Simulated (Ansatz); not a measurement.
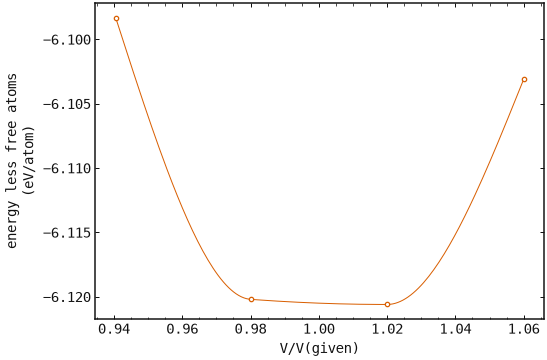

The figure shows the energy less free atoms against V/V(given) for ZrSe₂, space group P-3m1 (No. 164) (cell built by us, not taken from a database).

Structure:
```
CELL_PARAMETERS angstrom
3.79720 0.00000 0.00000
-1.89860 3.28850 0.00000
0.00000 0.00000 6.79280
ATOMIC_POSITIONS crystal
Zr 0.00000 0.00000 0.00000
Se 0.33333 0.66667 0.23319
Se 0.66667 0.33333 0.76681
```

Calculation (Ansatz 0.2.0): periodic Kohn-Sham DFT of a crystal at fixed atoms, scaled to the stated factor times the given cell; pressure positive in compression, energy less spherical unpolarised free atoms. Level: PBE.

method all-electron LAPW; relativity scalar; k mesh 11×11×6; occupations Fermi–Dirac; smearing width 0.08 eV; basis error target 1 (meV/atom); nucleus Gaussian.

V(given) is 28.27 Å³/atom.

From this curve and the settings, what does the calculation give for the pressure at the same points?

The pressure falls from 4.894 GPa at V/V(given) 0.941 to −3.581 GPa at 1.060, and changes sign near 1.001.

| V/V(given) | pressure (GPa) |
| --- | --- |
| 0.941 | 4.894 |
| 0.980 | 1.506 |
| 1.020 | −1.296 |
| 1.060 | −3.581 |

Caveats: small gap, it may come from the mesh; shape and atomic fractions are frozen while scaling, which makes layered, chain and framework solids too stiff.
